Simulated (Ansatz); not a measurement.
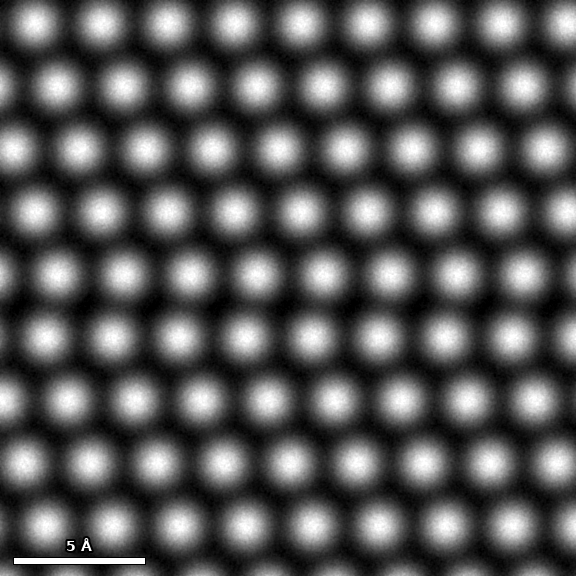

HAADF-like image of Ga (Fm-3m, No. 225) along [110]. The image is simulated as a sum over atoms of Z^1.7, blurred by a 1.30 Å probe (no channelling). The display is stretched by a gamma of 0.8; percentages refer to the linear signal. Shot noise was added.

One planar defect was built into the perfect crystal by geometry alone, without relaxation. Host structure: the geometry relaxed with DFT, r2SCAN, plane waves (500 eV) with PAW, scalar-relativistic (Ansatz 0.2.0); the starting structure was generated, so it need not be a known form of this composition.

> Where does the periodic pattern break, and how?

A planar fault (a stacking fault) runs horizontally about 12 Å below the top edge. The part above it is shifted along the boundary by 1/2 of the 2.54 Å repeat of the rows (1.3 Å to the right, the same as to the left); both parts keep the same orientation.
